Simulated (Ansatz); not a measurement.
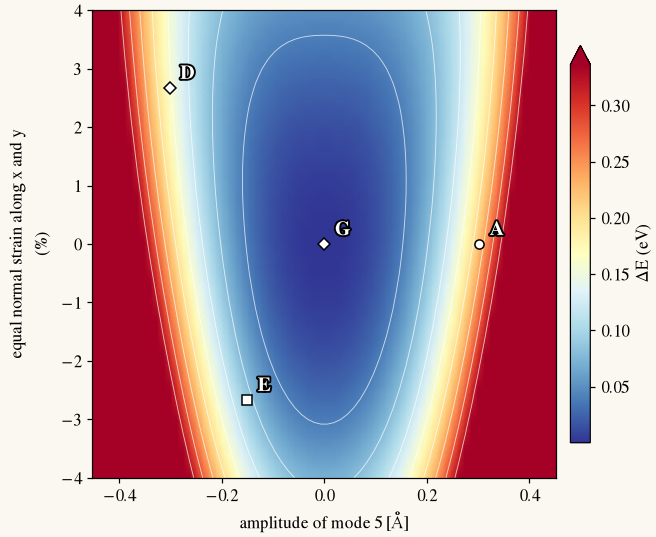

AgCl (Fm-3m, No. 225; 2 atoms in the cell). The energy is mapped over a normal mode and a strain (zone-centre modes of the 2-atom cell of this scan) (x, y and z along the cube axes). The first coordinate is: amplitude of mode 5 (130 cm⁻¹), largest displacement in the unstrained cell; the second: equal normal strain along x and y. Nothing is relaxed (the pattern is fixed in fractional coordinates). The scan uses a 7 × 7 grid; 28 points were computed and 21 follow by symmetry. Points are written as (first, second). Energies: eV per cell, counted from the lowest grid point. Computed with DFT LDA, scalar-relativistic, plane waves, PAW in Ansatz. Settings: cutoff 420 eV, k-mesh 10×10×10, gaussian smearing 0.05 eV, no spin polarisation.

The picture shows a smooth colour map with a few white contour lines, one colour for all values above the top of the scale, lettered points. Between grid points the surface is interpolated.

Rank the lettered points by energy, lowest first.

Answer. G (0.00 eV), E (0.09 eV), D (0.16 eV), A (0.22 eV).
